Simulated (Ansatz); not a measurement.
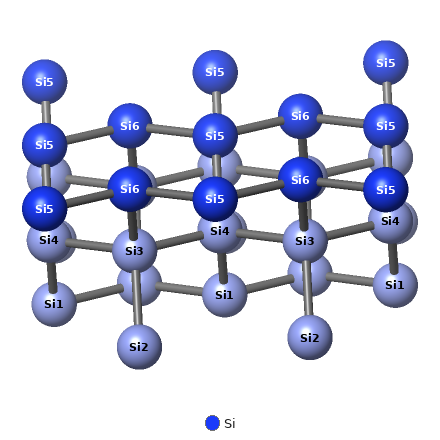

The system is N₂ on a Si(110) slab cut from the Fd-3m phase, its upper half relaxed before the scan (6 atoms of substrate and one adsorbate in a 1 × 1 cell); the picture shows it without the atoms that are moved over the map. N2 is moved over the surface cell at a fixed height above a rigid substrate; the origin of the map has the adsorbate above Si5; the height is held at 3.70 Å. Places are given modulo a cell vector. The map is drawn in real space over the plane of the surface. The grid has 6 × 6 points; 24 points were computed and 12 follow by symmetry. All energies are given in meV relative to the lowest grid point. With one adsorbate in each 1 × 1 cell, its nearest image is 3.8 Å away, so neighbouring adsorbates interact. At a fixed height the lowest place need not be the adsorption site. These are results of Ansatz 0.2.0, DFT PBE+D3(BJ), scalar-relativistic, plane waves, PAW, not measurements. Settings: cutoff 420 eV, k-mesh 7×5×1, gaussian smearing 0.05 eV, no spin polarisation.

Range: position of N7 along the first surface vector from 0.000 to 0.833; position of N7 along the second surface vector from 0.000 to 0.833.

### Predict the map.

The lowest grid point is at (0/6, 2/6) of the cell vectors. The highest grid point, (3/6, 2/6) of the cell vectors, lies 8.1 meV above the lowest.

| second ↓, first → | 0/6 | 1/6 | 2/6 | 3/6 | 4/6 | 5/6 |
| --- | --- | --- | --- | --- | --- | --- |
| 5/6 | 7.4 | 5.5 | 1.8 | 0.0 | 1.8 | 5.5 |
| 4/6 | 3.6 | 3.1 | 2.2 | 1.8 | 2.2 | 3.1 |
| 3/6 | 0.8 | 1.9 | 4.0 | 5.1 | 4.0 | 1.9 |
| 2/6 | 0.0 | 2.1 | 6.1 | 8.1 | 6.1 | 2.1 |
| 1/6 | 2.6 | 3.6 | 5.1 | 5.6 | 5.1 | 3.6 |
| 0/6 | 7.3 | 5.9 | 2.8 | 1.1 | 2.8 | 5.9 |

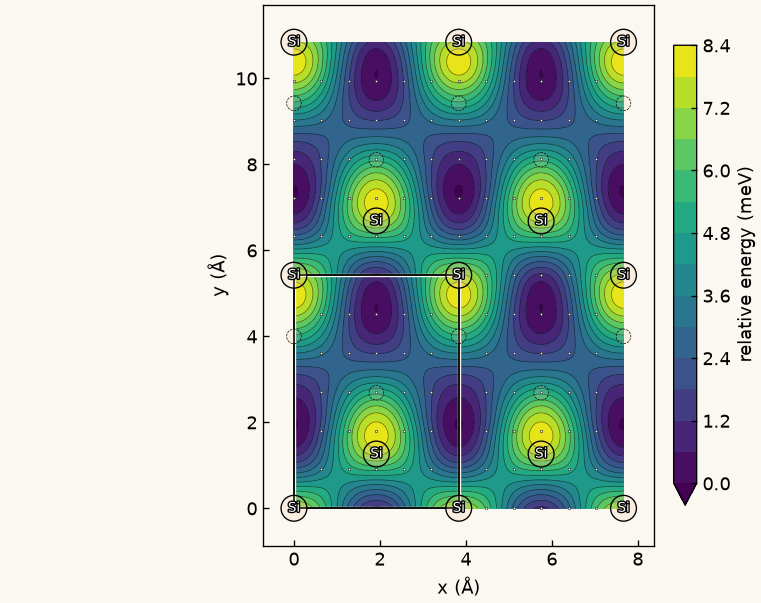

In the figure: filled contours, dots at the grid points, labelled circles for the atoms of the top layer and small ones for the second layer, the outline of one cell of the 2 × 2 shown. Between grid points the surface is interpolated.

Each point was launched as `ansatz run input.yaml --threads 1 --pin off --max-ram 3072MiB --backend cpu --events-out ev --progress --plain --runs-dir out`. The whole map (24 points run) took 6.7 min on 1 thread of Arm Neoverse V2, with other jobs on the host.

PAW datasets: the set soft_1.
